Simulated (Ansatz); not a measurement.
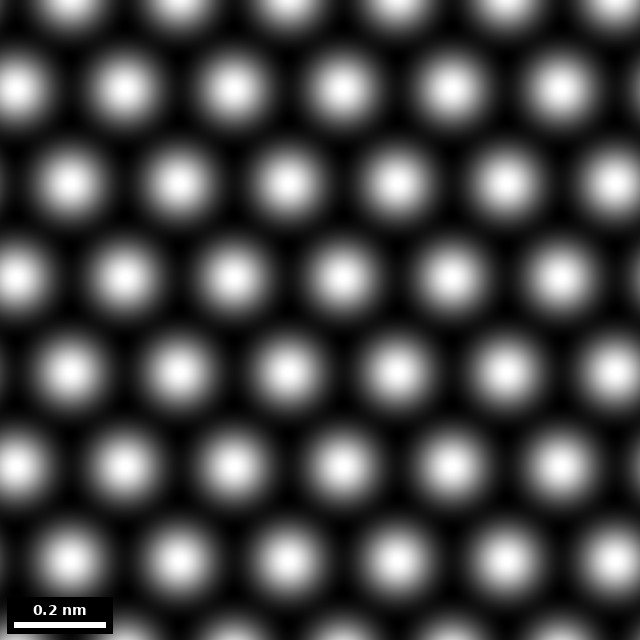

An image along [111] of one of the structures below (computed or model cells, partly hypothetical, each in its standard cell). Simulated incoherent Z contrast: every atom adds Z^1.7 spread by a probe of 1.08 Å full width; channelling and multiple scattering are left out. The probe carries 15 % of its weight in a tail 2.5 times as wide. The display is stretched by a gamma of 0.8; percentages refer to the linear signal.

A. Ta
Space group P6_3/mmc (No. 194). a = 2.836 Å, b = 2.836 Å, c = 5.076 Å, α = 90.00°, β = 90.00°, γ = 120.00°
```tsv
atom	site	symmetry	x	y	z
Ta	2c	-6m2	0.3333	0.6667	0.2500
```

B. Cu
Space group Pm-3m (No. 221). a = 2.360 Å, b = 2.360 Å, c = 2.360 Å, α = 90.00°, β = 90.00°, γ = 90.00°
| atom | site | symmetry | x | y | z |
| --- | --- | --- | --- | --- | --- |
| Cu | 1a | m-3m | 0.0000 | 0.0000 | 0.0000 |

C. Cu
Space group Im-3m (No. 229). a = 2.920 Å, b = 2.920 Å, c = 2.920 Å, α = 90.00°, β = 90.00°, γ = 90.00°
```csv
atom,site,symmetry,x,y,z
Cu,2a,m-3m,0.0000,0.0000,0.0000
```

D. Cu
Space group P6_3/mmc (No. 194). a = 2.486 Å, b = 2.486 Å, c = 4.073 Å, α = 90.00°, β = 90.00°, γ = 120.00°
| atom | site | symmetry | x | y | z |
| --- | --- | --- | --- | --- | --- |
| Cu | 2c | -6m2 | 0.3333 | 0.6667 | 0.2500 |

Question: Which of them gives this image?

Answer: C, Cu. Along [111] the projected cells are A 2.48 × 2.75 Å, 117°; B 1.93 × 1.93 Å, 120°; C 2.38 × 2.38 Å, 120°; D 2.12 × 2.40 Å, 116°. The image repeats as C does.

Structure C: the end point of a relaxation with DFT, RPBE, plane waves (420 eV) with PAW, scalar-relativistic (Ansatz); the starting structure was generated, so it need not be a known form of this composition.
